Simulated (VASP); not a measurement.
**RPA total energies of AlN**

Aim: total energies of AlN from exact exchange and RPA correlation, beside cheaper functionals. The scan starts from a database cell, scaled to the smallest volume of the series. The cell is of the zinc-blende type, one of the forms listed for this formula. The start is a computed cell from the Materials Project.

Method: LDA; plane waves and PAW (Al_GW, N_GW), in the first sound run; inputs show where later runs differ, in VASP 6.6.1.

## Step 1: Set-up

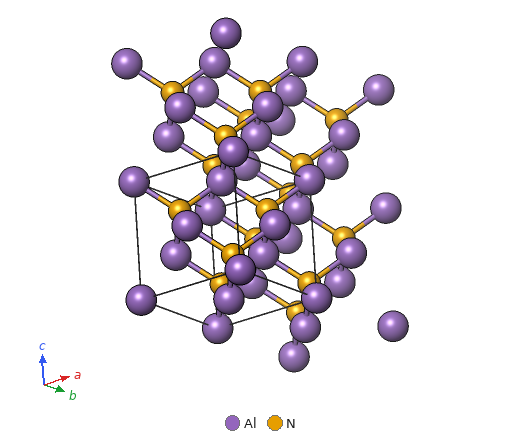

The cell as given, from a free direction (aluminium purple, nitrogen orange). 1×2×2 cells are drawn. This picture shows the conventional cell, with its axes. Bonds to atoms that aren't drawn are left out. Some periodic images of atoms are drawn too.

Coordinates:

```cif
data_structure
_symmetry_space_group_name_H-M 'P 1'
_symmetry_Int_Tables_number 1
_cell_length_a 3.0040
_cell_length_b 3.0040
_cell_length_c 3.0040
_cell_angle_alpha 60.000
_cell_angle_beta 60.000
_cell_angle_gamma 60.000
_cell_volume 19.17
loop_
_atom_site_label
_atom_site_type_symbol
_atom_site_fract_x
_atom_site_fract_y
_atom_site_fract_z
_atom_site_occupancy
Al1 Al 0.00000 0.00000 0.00000 1
N2 N 0.25000 0.25000 0.25000 1
```

## Step 2: Orbitals, volume ratio 0.92

RPA gives no stress here, so the energy is scanned over volumes, at one cutoff and mesh. Volumes are given as ratios to a reference cell, and this first cell is that cell scaled to 0.92. Each point starts from LDA orbitals, tightly converged.

Input file INCAR:

```
SYSTEM = AlN
PREC = Accurate
ENCUT = 470
EDIFF = 1E-08
NELM = 100
ISMEAR = 0
SIGMA = 0.05
LREAL = .FALSE.
ALGO = Normal
GGA = CA
NBANDS = 10
LORBIT = 11
LWAVE = .TRUE.
LCHARG = .FALSE.
KPAR = 4
```

Input file POSCAR:

```
AlN
1.0
    0.0000000000      2.1241277326      2.1241277326
    2.1241277326      0.0000000000      2.1241277326
    2.1241277326      2.1241277326      0.0000000000
Al N
1 1
Direct
    0.0000000000      0.0000000000      0.0000000000
    0.2500000000      0.2500000000      0.2500000000
```

Input file KPOINTS:

```
Automatic mesh
0
Gamma
6 6 6
0 0 0
```

The projector-augmented-wave data sets are Al_GW and N_GW (LDA family, release 64).

On the command line:

```bash
$ mpirun -np 4 vasp_std
```

The program printed:

```text
[banner, memory and clock lines left out]
running    4 mpi-ranks, on    1 nodes
 distrk:  each k-point on    1 cores,    4 groups
 distr:  one band on    1 cores,    1 groups

 POSCAR found type information on POSCAR AlN
 POSCAR found :  2 types and       2 ions
 LDA part: xc-table for (Slater(with rela. corr.)+CA(PZ))
 , standard interpolation
 POSCAR, INCAR and KPOINTS ok, starting setup
 FFT: planning ... GRIDC
 FFT: planning ... GRID_SOFT
 FFT: planning ... GRID
 WAVECAR not read
 entering main loop
       N       E                     dE             d eps       ncg     rms          rms(c)
DAV:   1     0.210232801548E+02    0.21023E+02   -0.44390E+03   320   0.681E+02
DAV:   2    -0.176761867812E+02   -0.38699E+02   -0.34878E+02   374   0.195E+02
DAV:   3    -0.190059011163E+02   -0.13297E+01   -0.13277E+01   412   0.303E+01
DAV:   4    -0.190133939143E+02   -0.74928E-02   -0.74917E-02   370   0.284E+00
DAV:   5    -0.190135544463E+02   -0.16053E-03   -0.16053E-03   462   0.399E-01    0.899E+00
DAV:   6    -0.164274446964E+02    0.25861E+01   -0.12686E+01   446   0.266E+01    0.219E+00
DAV:   7    -0.163674013125E+02    0.60043E-01   -0.10637E-01   370   0.261E+00    0.138E+00
DAV:   8    -0.163383599234E+02    0.29041E-01   -0.32737E-02   356   0.287E+00    0.155E-01
DAV:   9    -0.163381917320E+02    0.16819E-03   -0.63289E-04   446   0.234E-01    0.796E-02
DAV:  10    -0.163381994919E+02   -0.77599E-05   -0.15656E-04   476   0.128E-01    0.147E-02
DAV:  11    -0.163381973145E+02    0.21774E-05   -0.84780E-06   408   0.326E-02    0.108E-03
DAV:  12    -0.163381973324E+02   -0.17942E-07   -0.97841E-08   368   0.300E-03    0.317E-04
DAV:  13    -0.163381973266E+02    0.58549E-08   -0.56402E-09   230   0.457E-04
   1 F= -.16338197E+02 E0= -.16338197E+02  d E =-.525926E-21
 writing wavefunctions
```

The job ended after 1.8 s (4 MPI ranks of Intel Xeon 6975P-C (Granite Rapids), shared host; peak memory 0.46 GiB; 4.3 s of CPU time).

The logs omit lines about the potential files and the build; timing stands in the text.

Parts of OUTCAR (step 2):

```text
ion  position               nearest neighbor table
   1  0.000  0.000  0.000-   2 1.84   2 1.84   2 1.84   2 1.84
   2  0.250  0.250  0.250-   1 1.84   1 1.84   1 1.84   1 1.84

  LATTYP: Found a face centered cubic cell.
 ALAT       =     4.2482554652

 Subroutine GETGRP returns: Found 24 space group operations
 (whereof 24 operations were pure point group operations)

The static configuration has the point symmetry T_d .

 Found     16 irreducible k-points:

   k-points           NKPTS =     16   k-points in BZ     NKDIM =     16   number of bands    NBANDS=     10

   dimension x,y,z NGX =    24 NGY =   24 NGZ =   24
   dimension x,y,z NGXF=    48 NGYF=   48 NGZF=   48

   ENCUT  =  470.0 eV  34.54 Ry    5.88 a.u.   5.31  5.31  5.31*2*pi/ulx,y,z

   NELECT =       8.0000    total number of electrons

 k-points in reciprocal lattice and weights: Automatic mesh
   0.00000000  0.00000000  0.00000000       0.005
   0.16666667  0.00000000  0.00000000       0.037
   0.33333333  0.00000000  0.00000000       0.037
   0.50000000  0.00000000  0.00000000       0.019
   0.16666667  0.16666667  0.00000000       0.028
   0.33333333  0.16666667  0.00000000       0.111
   0.50000000  0.16666667  0.00000000       0.111
  -0.33333333  0.16666667  0.00000000       0.111
  -0.16666667  0.16666667  0.00000000       0.056
[...]
-0.33333333  0.33333333  0.16666667       0.111
  -0.33333333  0.50000000  0.16666667       0.056

 average (electrostatic) potential at core
       1 -51.1137       2 -62.0556

 E-fermi :   5.9008

 k-point     1 :       0.0000    0.0000    0.0000
  band No.  band energies     occupation
      1      -9.7535      2.00000
      2       5.5800      2.00000
      3       5.5800      2.00000
      4       5.5800      2.00000
      5      10.5725      0.00000
      6      18.7400      0.00000
      7      18.7400      0.00000
      8      18.7400      0.00000
      9      23.7689      0.00000
    ...

 k-point     2 :       0.1667    0.0000    0.0000
  band No.  band energies     occupation
      1      -9.3065      2.00000
      2       3.6876      2.00000
      3       5.4441      2.00000
      4       5.4442      2.00000
      5      11.9271      0.00000
      6      17.8315      0.00000
      7      18.8893      0.00000
      8      18.8893      0.00000
      9      21.9041      0.00000
    ...

 k-point     3 :       0.3333    0.0000    0.0000
  band No.  band energies     occupation
      1      -8.1727      2.00000
      2       0.7765      2.00000
      3       5.1976      2.00000
      4       5.1976      2.00000
      5      13.2531      0.00000
      6      16.5268      0.00000
      7      17.7050      0.00000
      8      17.7050      0.00000
      9      23.7405      0.00000
    ...

  Total        1.7810945      1.7810945      1.7810945     -0.0000000     -0.0000000      0.0000000
  in kB      148.8763343    148.8763343    148.8763343     -0.0000000     -0.0000000      0.0000000
  external PRESSURE =     148.8763343 kB  Pullay stress =       0.0000000 kB

  energy-cutoff  :      470.00
  volume of cell :       19.17
      direct lattice vectors                 reciprocal lattice vectors
     0.000000000  2.124127733  2.124127733    -0.235390741  0.235390741  0.235390741
     2.124127733  0.000000000  2.124127733     0.235390741 -0.235390741  0.235390741
     2.124127733  2.124127733  0.000000000     0.235390741  0.235390741 -0.235390741

 POSITION                                       TOTAL-FORCE (eV/Angst)
 -----------------------------------------------------------------------------------
      0.00000      0.00000      0.00000         0.000000      0.000000      0.000000
      1.06206      1.06206      1.06206        -0.000000     -0.000000     -0.000000
 -----------------------------------------------------------------------------------
    total drift:                               -0.000000     -0.000000     -0.000000

  FREE ENERGIE OF THE ION-ELECTRON SYSTEM (eV)
  ---------------------------------------------------
  free  energy   TOTEN  =       -16.3381973266 eV

  energy  without entropy=      -16.3381973266  energy(sigma->0) =      -16.33819733

 total charge
# of ion       s       p       d       tot
------------------------------------------
    1        0.461   0.630   0.260   1.352
    2        1.185   2.625   0.000   3.810
--------------------------------------------------
tot          1.646   3.255   0.260   5.161

[... 3 further parts left out ...]
```

The gap is read on the k-mesh alone, so it is an upper bound where the band edges lie off the mesh.

A gap read on the k-mesh alone can miss the band edges.

This step gave:

- free energy (TOTEN): -16.34 eV
- Fermi energy: 5.901 eV
- pressure: 14.89 GPa
- gap on the k-mesh: 3.256 eV
- least direct gap on the k-mesh: 4.992 eV

The printed pressure carries a basis-set error: in the mean of the scan, the starting functional's lies 1.2 GPa under the slope of its energy curve.

## Step 3: Exact exchange, volume ratio 0.92

This step: Hartree-Fock energy on LDA orbitals; plane waves and PAW (Al_GW, N_GW) (VASP 6.6.1).

The Hartree-Fock energy is evaluated once on these orbitals (ALGO = Eigenval, NELM = 1), without letting them relax. It uses the mesh of the correlation step, and the total energy is their sum.

Input file INCAR:

```
SYSTEM = AlN
PREC = Accurate
ENCUT = 470
ISMEAR = 0
SIGMA = 0.05
LREAL = .FALSE.
GGA = CA
NBANDS = 10
ALGO = Eigenval
NELM = 1
LHFCALC = .TRUE.
AEXX = 1
ALDAC = 0
AGGAC = 0
PRECFOCK = Normal
LWAVE = .FALSE.
LCHARG = .FALSE.
```

POSCAR is that of step 2.

KPOINTS is that of step 2.

The WAVECAR or CHGCAR of an earlier step is read.

On the command line:

```bash
$ mpirun -np 4 vasp_std
```

The program printed:

```text
[banner, memory and clock lines left out]
running    4 mpi-ranks, on    1 nodes
 distrk:  each k-point on    4 cores,    1 groups
 distr:  one band on    1 cores,    4 groups

 POSCAR found type information on POSCAR AlN
 POSCAR found :  2 types and       2 ions
 LDA part: xc-table for (Slater(with rela. corr.)+CA(PZ))
 , standard interpolation
|                                                                             |
|           W    W    AA    RRRRR   N    N  II  N    N   GGGG   !!!           |
|           W    W   A  A   R    R  NN   N  II  NN   N  G    G  !!!           |
|           W    W  A    A  R    R  N N  N  II  N N  N  G       !!!           |
|           W WW W  AAAAAA  RRRRR   N  N N  II  N  N N  G  GGG   !            |
|           WW  WW  A    A  R   R   N   NN  II  N   NN  G    G                |
|           W    W  A    A  R    R  N    N  II  N    N   GGGG   !!!           |
|                                                                             |
|     The number of bands has been changed from the values supplied in        |
|     The orbitals not found in the WAVECAR file will be initialized with     |
|     random numbers, which is usually adequate. For correlated               |
|     calculations, however, you should redo the groundstate calculation.     |
|     I found NBANDS = 10. Now, NBANDS = 12.                                  |
|                                                                             |

 found WAVECAR, reading the header
  number of bands has changed, file:    10 present:    12
  trying to continue reading WAVECAR, but it might fail
 POSCAR, INCAR and KPOINTS ok, starting setup
 FFT: planning ... GRIDC
 FFT: planning ... GRID_SOFT
 FFT: planning ... GRID
 reading WAVECAR
 random initialization beyond band           10
 the WAVECAR file was read successfully
 initial charge from wavefunction
 entering main loop
       N       E                     dE             d eps       ncg     rms          rms(c)
EIG:   1    -0.255605646404E+02   -0.25561E+02    0.00000E+00     0   0.000E+00
   1 F= -.25560565E+02 E0= -.25560565E+02  d E =-.645287E-22
```

The job ended after 7.2 s (4 MPI ranks; peak memory 0.39 GiB).

OUTCAR, selected parts (step 3):

```text
The static configuration has the point symmetry T_d .

 Found     16 irreducible k-points:

   k-points           NKPTS =     16   k-points in BZ     NKDIM =    216   number of bands    NBANDS=     12

   NELECT =       8.0000    total number of electrons

  exchange ACFDT corr.  =         0.00000000  see jH, gK, PRB 81, 115126

 E-fermi :   5.9089

 k-point     1 :       0.0000    0.0000    0.0000
  band No.  band energies     occupation
      1     -19.7960      2.00000
      2       1.6103      2.00000
      3       1.6103      2.00000
      4       1.6103      2.00000
      5      15.6401      0.00000
      6      25.5934      0.00000
      7      25.5934      0.00000
      8      25.5934      0.00000
      9      31.1217      0.00000
    ...

 k-point     2 :       0.1667    0.0000    0.0000
  band No.  band energies     occupation
      1     -19.2496      2.00000
      2      -0.7161      2.00000
      3       1.4267      2.00000
      4       1.4267      2.00000
      5      17.3250      0.00000
      6      24.6358      0.00000
      7      25.8298      0.00000
      8      25.8298      0.00000
      9      28.9713      0.00000
    ...

 POSITION                                       TOTAL-FORCE (eV/Angst)
 -----------------------------------------------------------------------------------
      0.00000      0.00000      0.00000        -0.000000     -0.000000     -0.000000
      1.06206      1.06206      1.06206         0.000000      0.000000      0.000000
 -----------------------------------------------------------------------------------
    total drift:                               -0.000000     -0.000000     -0.000000

  FREE ENERGIE OF THE ION-ELECTRON SYSTEM (eV)
  ---------------------------------------------------
  free  energy   TOTEN  =       -25.5605646404 eV

  energy  without entropy=      -25.5605646404  energy(sigma->0) =      -25.56056464

[... 7 parts as in an earlier step ...]

[... 5 further parts left out ...]
```

Numbers from this step:

| Quantity | Value |
| --- | --- |
| free energy (TOTEN) | -25.56 eV |

The Hartree-Fock energy on these orbitals is -12.7803 eV an atom.

## Step 4: Empty bands, volume ratio 0.92

This step: LDA; plane waves and PAW (Al_GW, N_GW) (VASP 6.6.1).

ALGO = Exact makes the empty bands from the converged ground state in one step. LOPTICS writes the k-derivatives of the orbitals (WAVEDER), which give the long-wavelength limit of the screening.

Input file INCAR:

```
SYSTEM = AlN
PREC = Accurate
ENCUT = 470
ISMEAR = 0
SIGMA = 0.05
LREAL = .FALSE.
GGA = CA
NBANDS = 456
ALGO = Exact
NELM = 1
LWAVE = .TRUE.
LCHARG = .FALSE.
LOPTICS = .TRUE.
NEDOS = 1000
CSHIFT = 0.1
```

POSCAR is that of step 3.

KPOINTS is that of step 3.

On the command line:

```bash
$ mpirun -np 4 vasp_std
```

The program printed:

```text
[banner, memory and clock lines left out]
running    4 mpi-ranks, on    1 nodes
 distrk:  each k-point on    4 cores,    1 groups
 distr:  one band on    1 cores,    4 groups

 POSCAR found type information on POSCAR AlN
 POSCAR found :  2 types and       2 ions
 LDA part: xc-table for (Slater(with rela. corr.)+CA(PZ))
 , standard interpolation
 found WAVECAR, reading the header
  number of bands has changed, file:    10 present:   456
  trying to continue reading WAVECAR, but it might fail
 POSCAR, INCAR and KPOINTS ok, starting setup
 FFT: planning ... GRIDC
 FFT: planning ... GRID_SOFT
 FFT: planning ... GRID
 reading WAVECAR
 random initialization beyond band           10
 the WAVECAR file was read successfully
 initial charge from wavefunction
 entering main loop
       N       E                     dE             d eps       ncg     rms          rms(c)
DIA:   1    -0.163381973287E+02   -0.16338E+02    0.00000E+00     0   0.000E+00
   1 F= -.16338197E+02 E0= -.16338197E+02  d E =-.243609E-15
 writing wavefunctions
 optical routines
 imaginary and real dielectric function
 recalculating local potential from charge density
 direction            1
 direction            2
 direction            3
```

It took 4 s on 4 MPI ranks; peak memory 0.53 GiB; 13 s of CPU time.

From OUTCAR (step 4):

```text
The static configuration has the point symmetry T_d .

 Found     16 irreducible k-points:

   k-points           NKPTS =     16   k-points in BZ     NKDIM =     16   number of bands    NBANDS=    456

   NELECT =       8.0000    total number of electrons

 E-fermi :   5.8451

 k-point     2 :       0.1667    0.0000    0.0000
  band No.  band energies     occupation
      1      -9.3065      2.00000
      2       3.6876      2.00000
      3       5.4442      2.00000
      4       5.4442      2.00000
      5      11.9271      0.00000
      6      17.8315      0.00000
      7      18.8893      0.00000
      8      18.8893      0.00000
      9      21.9041      0.00000
    ...

 k-point     3 :       0.3333    0.0000    0.0000
  band No.  band energies     occupation
      1      -8.1727      2.00000
      2       0.7765      2.00000
      3       5.1976      2.00000
      4       5.1976      2.00000
      5      13.2532      0.00000
      6      16.5268      0.00000
      7      17.7050      0.00000
      8      17.7050      0.00000
      9      23.7038      0.00000
    ...

  Total        1.7810641      1.7810641      1.7810641      0.0000000      0.0000000      0.0000000
  in kB      148.8737939    148.8737939    148.8737939      0.0000000      0.0000000      0.0000000
  external PRESSURE =     148.8737939 kB  Pullay stress =       0.0000000 kB

 POSITION                                       TOTAL-FORCE (eV/Angst)
 -----------------------------------------------------------------------------------
      0.00000      0.00000      0.00000         0.000000     -0.000000      0.000000
      1.06206      1.06206      1.06206        -0.000000      0.000000     -0.000000
 -----------------------------------------------------------------------------------
    total drift:                               -0.000000     -0.000000     -0.000000

  FREE ENERGIE OF THE ION-ELECTRON SYSTEM (eV)
  ---------------------------------------------------
  free  energy   TOTEN  =       -16.3381973287 eV

  energy  without entropy=      -16.3381973287  energy(sigma->0) =      -16.33819733

 plasma frequency squared (from intraband transitions) (eV^2)
  --------------------------------------------------------------------------------------
       0.000       0.000      -0.000
       0.000       0.000       0.000
      -0.000       0.000       0.000

[... 12 parts as in an earlier step ...]
```

WAVECAR now holds 456 bands for 8 electrons. Its independent-particle dielectric tensor has xx, yy, zz = 4.8, 4.8, 4.8 on this mesh, which isn't tested for convergence in mesh or bands and lacks local fields.

(Continued in part 2 of 6.)

[Lines on the potential files, build, host, timing and source positions are cut from VASP's logs without a mark.]

[Logs are printed without paths, hosts, clocks, repeated set-up lines and the standing remarks that a program may print on its own settings, such as how far it seeks lower states.]

[Hosts, paths, dates, database ids (printed as entryN), source tags and the programs' standing remarks are cut or masked in the printed files.]

[Pressures printed for these runs are not shown converged in the cutoff: they can be off by several GPa and have the wrong sign.]
